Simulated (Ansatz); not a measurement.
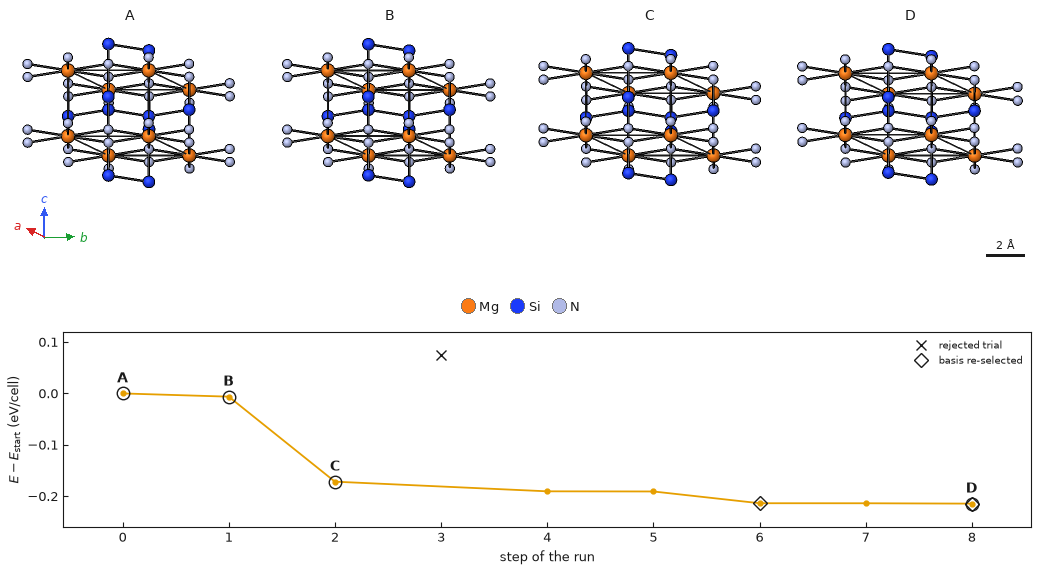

Frames of a relaxation of solid MgSi2N2 (a generated structure, set up in P6/mmm) (coarse preliminary run), marked on the history of the run. A ball-and-stick model of the cell of the calculation, seen from a free direction.

Computed with Ansatz, DFT PBE, scalar-relativistic, plane waves, PAW. Settings: plane-wave cutoff 420 eV; k-point mesh 6 × 6 × 6; occupations gaussian; smearing width 0.1 eV; no spin polarisation; cell and atoms relaxed; force threshold 0.04 eV/Å; at most 70 steps.

> Describe the path.

No atom moves by more than 0.005 Å relative to the cell. The volume changes by +6.5 %, with a = b 4.311 → 4.594 Å (+6.6 %), c 3.651 → 3.424 Å (−6.2 %). Some distances before and after: Si–Si 2.489 → 2.652 Å, Mg–N 2.489 → 2.652 Å, N–Si 1.825 → 1.712 Å. The space group stays P6/mmm (No. 191). Over 5 accepted moves (8 points after the start) the energy falls by 0.214 eV per cell of the calculation. All forces vanish by symmetry, so only the cell relaxes. Pressure: −0.11 GPa at the start and 0.02 GPa at the end. The line search rejected the trial step at point 3 of the run. At 2 points the geometry stayed and the basis and grid were re-selected for the new cell (energy shift of 22.9 meV per cell of the calculation at most each time). From step 0 to 1: volume +0.6 %, energy −6.3 meV per cell of the calculation. From step 1 to 2: volume +4.1 %, energy −0.165 eV per cell of the calculation. From step 2 to 8: volume +1.6 %, energy −42.7 meV per cell of the calculation.
